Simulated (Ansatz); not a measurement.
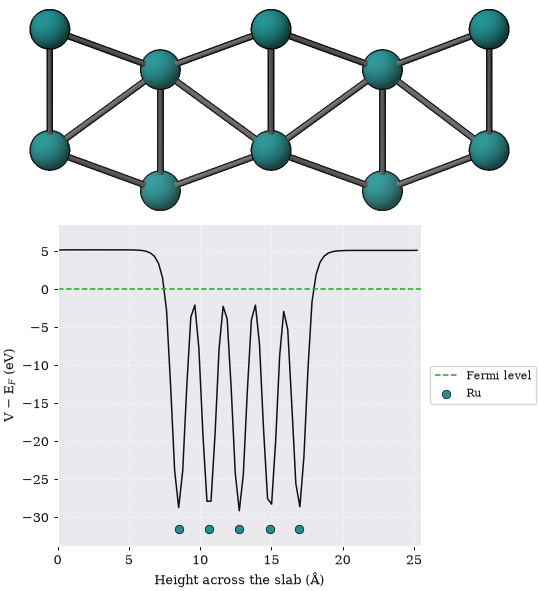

Plane-averaged electrostatic potential energy of an electron across the slab; circles at the bottom mark the heights of the atoms (positions after relaxation). The structure is drawn too.

Input of the run:

```
crystal:
  lattice:
    - [2.6895240001, 0.0, 0.0]
    - [-1.344762, 2.3291961082, 0.0]
    - [0.0, 0.0, 25.5038419035]
  atoms:
    - { symbol: Ru, position: [0.6666666667, 0.3333333333, 0.3332831199] }
    - { symbol: Ru, position: [0.3333333333, 0.6666666667, 0.41664156] }
    - { symbol: Ru, position: [0.6666666667, 0.3333333333, 0.5] }
    - { symbol: Ru, position: [0.3333333333, 0.6666666667, 0.58335844] }
    - { symbol: Ru, position: [0.6666666667, 0.3333333333, 0.6667168801] }
basis:
  ecutwfc: 420
kpoints:
  mp_grid: { grid: [12, 12, 1] }
hamiltonian:
  xc: pbesol
scf:
  occupations: { method: gaussian, width: 0.1 }
output:
  forces: true
  eigenvalues: true
relax:
  adjacent_minimum: "off"
  f_tol: 0.03
  max_steps: 70
  constraints: [{ sites: [0, 1] }]
efield:
  axis: 3
  dipole_correction: true
  ramp_width: 0.04
```

Run as:
```bash
ansatz run input.yaml --threads 4 --pin off --max-ram 10240MiB --backend cpu --events-out ev --progress --plain --runs-dir out
```

Q: What is the work function?

A: The work function is 5.13 eV at the right face and 5.20 eV at the left.

Q: Do the two faces differ, and what does that say about the slab's dipole?

A: The vacuum levels differ by 0.08 eV, so the slab carries a dipole along its normal. Some atoms were held fixed in the relaxation, which can itself make the faces differ.

Q: How thick are slab and vacuum?

A: The outermost atoms are 8.4 Å apart, which leaves 17.1 Å of vacuum in a cell 25.5 Å high.
